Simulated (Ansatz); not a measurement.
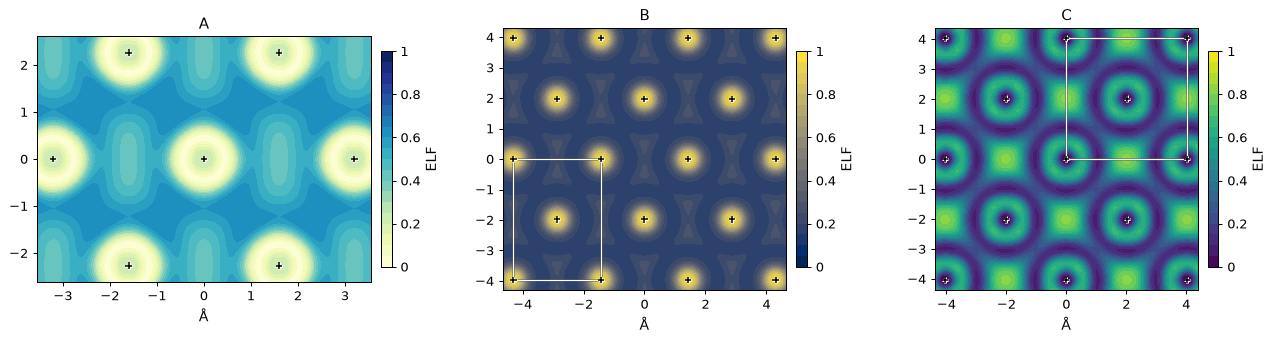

The ELF of 3 systems, each on a plane through atoms (crosses mark nuclei in the plane).

Level of theory: Ansatz 0.2.0, Kohn-Sham DFT of a periodic cell, HSE06, Ansatz PAW.

System 1: Cu, the (011) plane of the conventional cell. Space group I4/mmm; a structure from a database of computed crystals, not necessarily the ambient phase; computed pressure about 11 GPa in this cell.

System 2: Ti, the (010) plane of the conventional cell. Space group Fm-3m; computed pressure about 7 GPa in this cell.

```yaml
crystal:
  lattice:
    - [4.03275, 0.00000, 0.00000]
    - [0.00000, 4.03275, 0.00000]
    - [0.00000, 0.00000, 4.03275]
  atoms:
    - { symbol: Ti, position: [0.00000, 0.00000, 0.00000] }
    - { symbol: Ti, position: [0.50000, 0.50000, 0.00000] }
    - { symbol: Ti, position: [0.50000, 0.00000, 0.50000] }
    - { symbol: Ti, position: [0.00000, 0.50000, 0.50000] }
```

System 3: Al, the (110) plane of the conventional cell. Space group Im-3m; a structure from a database of computed crystals, not necessarily the ambient phase.

```xyz
2
Lattice="3.2035 0.0000 0.0000 0.0000 3.2035 0.0000 0.0000 0.0000 3.2035" Properties=species:S:1:pos:R:3 pbc="T T T"
Al    0.0000    0.0000    0.0000
Al    1.6018    1.6018    1.6018
```

### Which map belongs to which system?

Panel A is system 3, Al: the plane holds Al. Al–Al (2.77 Å): the ELF peaks at about 0.65 between the atoms. Panel B is system 1, Cu: the plane holds Cu. Cu–Cu (2.44 Å): the ELF is about 0.20 at the midpoint; no localised pair shows between them. Panel C is system 2, Ti: the plane holds Ti. Ti–Ti (2.85 Å): the ELF is about 0.25 at the midpoint; no localised pair shows between them.
